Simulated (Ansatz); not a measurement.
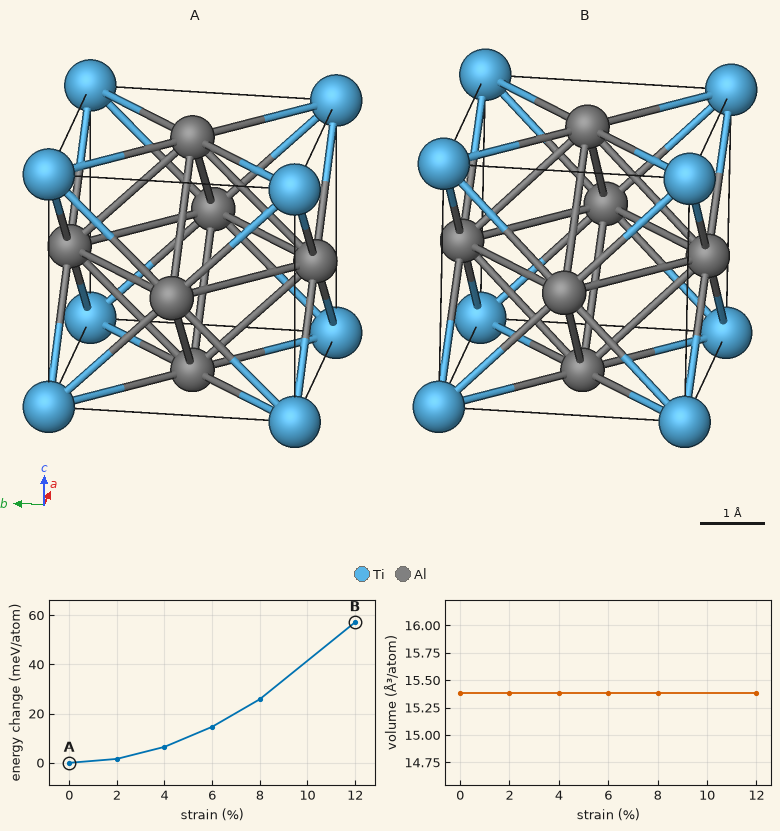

Members of a series of calculations on crystalline TiAl3 (set up in Pm-3m), marked on the first curve. A ball-and-stick model of the cell of the calculation, seen from a free direction.

All numbers below come from DFT PBEsol, scalar-relativistic, plane waves, PAW in Ansatz 0.2.0. (plane-wave cutoff 420 eV; k-point mesh 14 × 14 × 14; occupations gaussian; smearing width 0.1 eV; no spin polarisation)

**Which kind of strain is it, and how does the structure respond?**

Shear of c along a, cell held, atoms relaxed. A (strain 0.0 %): energy change 0.0 meV/atom, volume 15.39 Å³ per atom. B (strain 12.0 %): energy change 57.2 meV/atom, volume 15.39 Å³ per atom. The rest compares A with B. The drawn cell changes at constant volume: a = b unchanged at 3.948 Å, c 3.948 → 3.977 Å (+0.7 %), β 90.0° → 83.2°. Among the bonded contacts that change: Al–Ti 2.792 → 2.630 to 2.964 Å, Al–Al 2.792 → 2.630 to 2.964 Å.
